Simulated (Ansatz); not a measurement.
System: SnO, space group P4/nmm (No. 129).

Structure:
```xyz
8
Lattice="0.0000 0.0000 -3.8067 -3.8093 0.0000 0.0000 0.0000 9.8729 0.0000" Properties=species:S:1:pos:R:3 pbc="T T T"
Sn    0.0000    8.5518   -2.3792
Sn    0.0000    3.6153   -2.3792
Sn   -1.9046    1.3212   -0.4758
Sn   -1.9046    6.2576   -0.4758
O     0.0000    2.4676   -0.4758
O     0.0000    7.4041   -0.4758
O    -1.9046    7.4053   -2.3792
O    -1.9046    2.4689   -2.3792
```

Calculation (Ansatz 0.2.0): rigid slide of a crystal across a plane by tilting cell vector c, one fault a cell, unrelaxed, by plane-wave density functional theory with PAW datasets, free energies less that of the undisturbed cell; scalar-relativistic. Level: r2SCAN, no spin polarisation.

- wave cutoff: 500 eV
- k mesh: 9×9×4
- occupations: Gaussian
- smearing width: 0.03 eV
- k shift: (0, 0, 0) (mesh steps)
- start: relaxed
- height of the cut: 0 (fraction of cell vector c)
- slip vector: (1, 0) (multiples of cell vectors a and b)

The points at slip 0.6, 0.7, 0.8 and 0.9 follow from computed ones by symmetry.

Describe the result: the fault energy and shear traction against slip. The slip takes the values 0.0, 0.1, 0.2, 0.3, 0.4, 0.5, 0.6, 0.7, 0.8, 0.9.

The highest fault energy among the points, the barrier to rigid slip along this vector, is 723 mJ/m² at slip 0.5; no local minimum, hence no metastable fault, shows among the points. The shear traction goes from 0.00 GPa at slip 0.0 to −2.16 GPa at 0.9, not monotonically, with a high of 5.66 GPa at 0.3 and a low of −5.66 GPa at 0.7. The spacing at cut is 2.64 Å.

```json
{"slip (fraction of the slip vector)": "0.0", "fault energy (mJ/m²)": "0.0", "shear traction (GPa)": "0.00"}
{"slip (fraction of the slip vector)": "0.1", "fault energy (mJ/m²)": "41.1", "shear traction (GPa)": "2.16"}
{"slip (fraction of the slip vector)": "0.2", "fault energy (mJ/m²)": "163.0", "shear traction (GPa)": "4.20"}
{"slip (fraction of the slip vector)": "0.3", "fault energy (mJ/m²)": "353.7", "shear traction (GPa)": "5.66"}
{"slip (fraction of the slip vector)": "0.4", "fault energy (mJ/m²)": "575.2", "shear traction (GPa)": "5.60"}
{"slip (fraction of the slip vector)": "0.5", "fault energy (mJ/m²)": "722.7", "shear traction (GPa)": "0.00"}
{"slip (fraction of the slip vector)": "0.6", "fault energy (mJ/m²)": "575.2", "shear traction (GPa)": "-5.60"}
{"slip (fraction of the slip vector)": "0.7", "fault energy (mJ/m²)": "353.7", "shear traction (GPa)": "-5.66"}
{"slip (fraction of the slip vector)": "0.8", "fault energy (mJ/m²)": "163.0", "shear traction (GPa)": "-4.20"}
{"slip (fraction of the slip vector)": "0.9", "fault energy (mJ/m²)": "41.1", "shear traction (GPa)": "-2.16"}
```

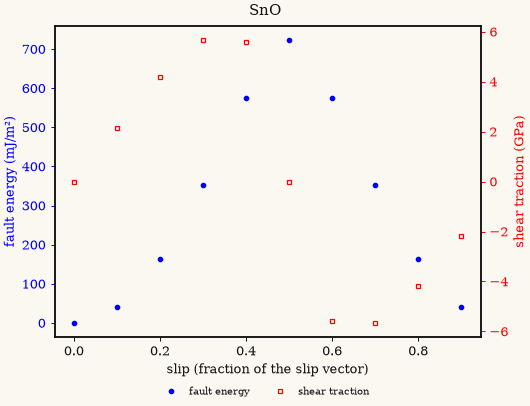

Keep in mind: odd k mesh can miss points on the zone edge.
